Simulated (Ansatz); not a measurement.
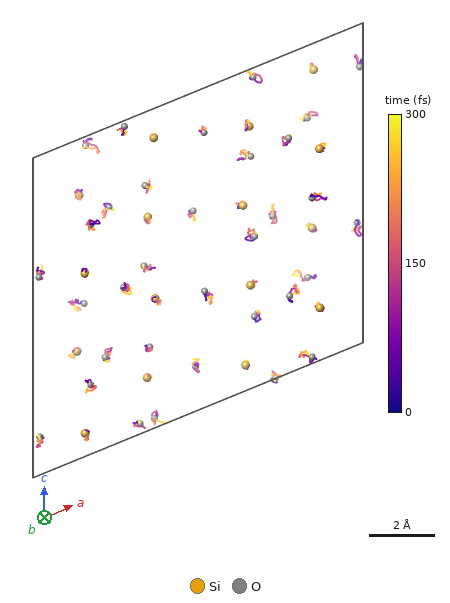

Molecular dynamics of SiO2 with an interstitial O (49 atoms in the cell), 300 fs long. Lines trace each atom's path, coloured by time; spheres stand at the starting positions. Seen along the b axis in the simulation cell.

Level of theory: Ansatz 0.2.0, DFT LDA, scalar-relativistic, plane waves, PAW. Set-up: plane-wave cutoff 420 eV; k-point mesh 1 × 1 × 1; Fermi-Dirac smearing 0.05 eV; spin collinear; low-accuracy preset; Langevin thermostat (NVT); set temperature 600 K; time step 1 fs; friction 0.05 per fs.

Q: Describe the motion.

A: Root-mean-square distances from the starting positions over the second half, with the common drift of all atoms taken out: O 0.24 Å, Si 0.15 Å. That is small against the typical shortest distance between atoms in the first frame, about 1.6 Å: the atoms vibrate about their sites and the arrangement holds. The mean temperature in the second half is 601 K (standard deviation 81 K). The potential energy in the second half lies on average 77.9 meV per atom above the first frame.

Limits of the set-up: the program's low-accuracy preset was used; the periodic images lie only 7.9 Å apart, so the values are limited by the cell's size.

Cost: 23 min on 4 threads of Arm Neoverse V2, on a shared host, peak memory 1 GiB.

PAW datasets: the set soft_1.
